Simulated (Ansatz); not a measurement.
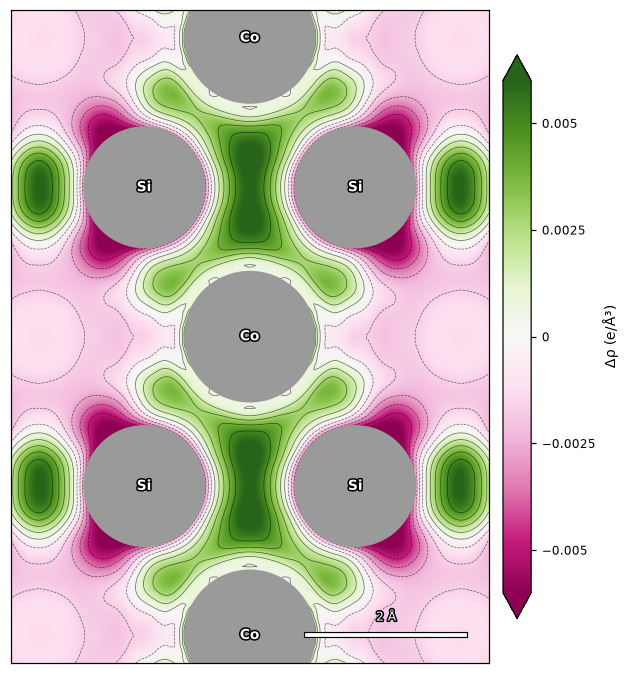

CoSi2: difference of two self-consistent densities at the same geometry, ρ(r2SCAN) − ρ(PBE), on the (011) plane of the conventional cell. Grey discs cover the cores, where the PAW densities can't be compared. Cores are masked to 0.8 Å (Co) and 0.8 Å (Si).

Space group Fm-3m; spin-polarised.

Both runs: Ansatz, scalar-relativistic, plane waves and PAW, same cutoff, k-points and PAW files (made with PBE).

### What differs between the two levels of theory?

Against PBE, and outside the masked cores, the largest gain, 0.007 e/Å³, lies 1.4 Å from a silicon nucleus and 1.5 Å from a cobalt one, and the largest loss lies at the edge of the masked core of Si. Bader charges are Co −0.98 and Si +0.49 e with PBE and Co −1.04 and Si +0.52 e with r2SCAN. Among metals such charges hang on how the charge between the atoms is shared out. At this volume the pressure is 0 GPa with PBE and −4 GPa with r2SCAN.

Run times: 27 s (r2SCAN) and 24 s (base cell), on 2 threads of Arm Neoverse V1, with other jobs on the host.
